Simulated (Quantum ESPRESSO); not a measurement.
# SrO (Fm-3m): a worked LO-TO splitting

Wanted: the LO mode of SrO (Fm-3m) from the TO mode and the field response.

Program: Quantum ESPRESSO 7.5. Level of theory: DFT PBE, scalar-relativistic, plane waves, GBRV ultrasoft pseudopotentials. Results are calculated unless marked as measured.

The database entry behind the starting cell differs from later determinations by our own check (about 0.5 % short), so it need not match the best structure at ambient conditions.

**1. The relaxed structure**

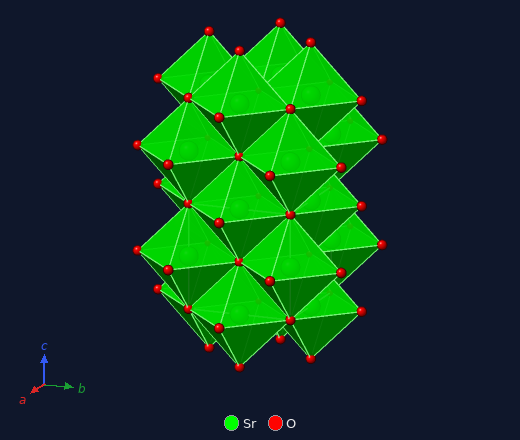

Start, viewed slightly off an axis; strontium green, oxygen red. 1×1×2 cells are drawn. This picture shows the conventional cell, with its axes. Some periodic images of atoms are drawn too.

This is the cell after its relaxation at this level of theory, not the database cell from which that began.

**2. What the response run gave**

A linear-response run on the relaxed cell, with the response to an electric field; only its zone-centre results are used. Cutoff 55 Ry, k mesh 8×8×8.

Output:

```text
[banners, grids, parts of the stress and lines that vanish by symmetry left out]
Program PHONON v.7.5
     Reading xml data from directory:

[...]
Exchange-correlation= PBE
                           (   1   4   3   4   0   0   0)
[...]
kinetic-energy cut-off    =      55.0000  Ry
     charge density cut-off    =     440.0000  Ry
     convergence threshold     =      1.0E-18
[...]
Exchange-correlation= PBE
                           (   1   4   3   4   0   0   0)
[...]
q = (   0.0000000   0.0000000   0.0000000 )
     49 Sym.Ops. (with q -> -q+G )
     G cutoff = 1074.5903  (  36685 G-vectors)     FFT grid: ( 48, 48, 48)
     G cutoff =  537.2951  (  13107 G-vectors)  smooth grid: ( 36, 36, 36)
     number of k points=    29
[...]
Mode symmetry, O_h (m-3m)  point group:
[...]
Dielectric constant
[...]
End of electric fields calculation
          Dielectric constant in cartesian axis
          (       3.778403838       0.000000000       0.000000000 )
          (      -0.000000000       3.778403838       0.000000000 )
          (       0.000000000      -0.000000000       3.778403838 )
          Effective charges (d Force / dE) in cartesian axis without acoustic sum rule applied (asr)
           atom    1  Sr    Mean Z*:        2.43612
      Ex  (        2.43612        0.00000        0.00000 )
      Ey  (        0.00000        2.43612        0.00000 )
      Ez  (        0.00000        0.00000        2.43612 )
           atom    2  O     Mean Z*:       -2.43590
      Ex  (       -2.43590       -0.00000       -0.00000 )
      Ey  (       -0.00000       -2.43590        0.00000 )
      Ez  (       -0.00000        0.00000       -2.43590 )
          Effective charges Sum: Mean:        0.00022
[...]
Effective charges (d Force / dE) in cartesian axis with asr applied:
           atom    1  Sr    Mean Z*:        2.43601
[...]
atom    2  O     Mean Z*:       -2.43601
[...]
Representation #   1 modes #   1   2   3
[...]
End of self-consistent calculation
     Convergence has been achieved
     Representation #   2 modes #   4   5   6
[...]
End of self-consistent calculation
     Convergence has been achieved
[...]
Dielectric constant in cartesian axis
          (       3.778403838       0.000000000       0.000000000 )
          (      -0.000000000       3.778403838       0.000000000 )
          (       0.000000000      -0.000000000       3.778403838 )
          Effective charges (d Force / dE) in cartesian axis without acoustic sum rule applied (asr)
           atom    1  Sr    Mean Z*:        2.43612
      Ex  (        2.43612        0.00000        0.00000 )
      Ey  (        0.00000        2.43612        0.00000 )
      Ez  (        0.00000        0.00000        2.43612 )
           atom    2  O     Mean Z*:       -2.43590
      Ex  (       -2.43590       -0.00000       -0.00000 )
      Ey  (       -0.00000       -2.43590        0.00000 )
      Ez  (       -0.00000        0.00000       -2.43590 )
          Effective charges Sum: Mean:        0.00022
[...]
Effective charges (d Force / dE) in cartesian axis with asr applied:
           atom    1  Sr    Mean Z*:        2.43601
[...]
atom    2  O     Mean Z*:       -2.43601
[...]
q = (    0.000000000   0.000000000   0.000000000 )
[...]
freq (    1) =       0.029859 [THz] =       0.995992 [cm-1]
     freq (    2) =       0.029859 [THz] =       0.995992 [cm-1]
     freq (    3) =       0.029859 [THz] =       0.995992 [cm-1]
     freq (    4) =       5.694230 [THz] =     189.939054 [cm-1]
     freq (    5) =       5.694230 [THz] =     189.939054 [cm-1]
     freq (    6) =       5.694230 [THz] =     189.939054 [cm-1]
[...]
Mode symmetry, O_h (m-3m)  point group:
     freq (   1-   3) =          1.0  [cm-1]   --> T_1u G_15  G_4- I
     freq (   4-   6) =        189.9  [cm-1]   --> T_1u G_15  G_4- I

   JOB DONE.
```

| quantity | value |
| --- | --- |
| cell volume Ω (Å³) | 35.073 |
| mass of Sr (u) | 87.620 |
| mass of O (u) | 15.999 |
| Born charge of Sr, raw (e) | 2.436 |
| Born charge of O, raw (e) | -2.436 |
| ε∞ | 3.778 |
| ω(TO) after the sum rule (cm⁻¹) | 189.9 |

**3. The calculation**

The charges must sum to zero over the cell; taking off their mean, 0.000 e, leaves Z* = 2.436 e on Sr. In the polar mode Sr moves against O, so the reduced mass is μ = 87.62 × 16.00 / 103.62 = 13.529 u.

A longitudinal wave builds up a field that adds to the restoring force: ω(LO)² = ω(TO)² + 4π Z*² / (μ Ω ε∞), in Hartree atomic units. With μ = 24661 electron masses and Ω = 236.68 bohr³ the second term is 3.3812e-06 Ha², or 162871 cm⁻² (1 Ha = 219474.6 cm⁻¹).

So ω(LO) = √(36070 + 162871) = 446.0 cm⁻¹, and by the Lyddane-Sachs-Teller relation ε₀ = ε∞ (ω(LO)/ω(TO))² = 20.84.

**4. Check against the program**

The analysis program adds the same non-analytic term to the full matrix, here for q along (1 0 0).

Output:

```text
[banner, memory and clock lines left out]
Program DYNMAT v.7.5

     Reading Dynamical Matrix from file g.dyn
     ...Force constants read
     ...epsilon and Z* read

     Polarizability (A^3 units)
     multiply by 0.519175 for Clausius-Mossotti correction
         7.754501   -0.000000    0.000000
         0.000000    7.754501   -0.000000
         0.000000    0.000000    7.754501

     IR activities are in (D/A)^2/amu units

# mode   [cm-1]    [THz]      IR
    1     -0.00   -0.0000    0.0000
    2      0.00    0.0000    0.0000
    3      0.00    0.0000    0.0000
    4    189.92    5.6937   10.1197
    5    189.92    5.6937   10.1197
    6    446.03   13.3716   10.1197
```

ε₀ comes from the program's run without a direction of q.

| quantity | by hand | program |
| --- | --- | --- |
| ω(LO) (cm⁻¹) | 446.0 | 446.0 |
| ε₀ | 20.84 | 20.84 |

**5. Outcome**

```json
{"TO mode": "189.9 cm⁻¹", "LO mode": "446.0 cm⁻¹", "static dielectric constant": "20.84"}
```

In words: The LO mode of SrO (Fm-3m) lies at 446 cm⁻¹, 256 cm⁻¹ above the TO mode; the formula meets the program within 0.1 cm⁻¹, as it must for a cubic crystal with one polar mode. ω(LO)² − ω(TO)² goes with Z*²/ε∞: an error of 5 % in ε∞ would move the LO mode by 8.8 cm⁻¹, and semilocal functionals tend to overestimate ε∞. These are harmonic values at zero temperature, at the volume of this functional, for the structure held cubic; stability elsewhere in the zone is no part of this calculation.

[Host names and launcher messages were left out of these logs when they were recorded.]

[Logs are printed without paths, hosts, clocks, repeated set-up lines and the standing remarks that a program may print on its own settings, such as how far it seeks lower states.]

[Hosts, paths, dates, database ids (printed as entryN), source tags and the programs' standing remarks are cut or masked in the printed files.]
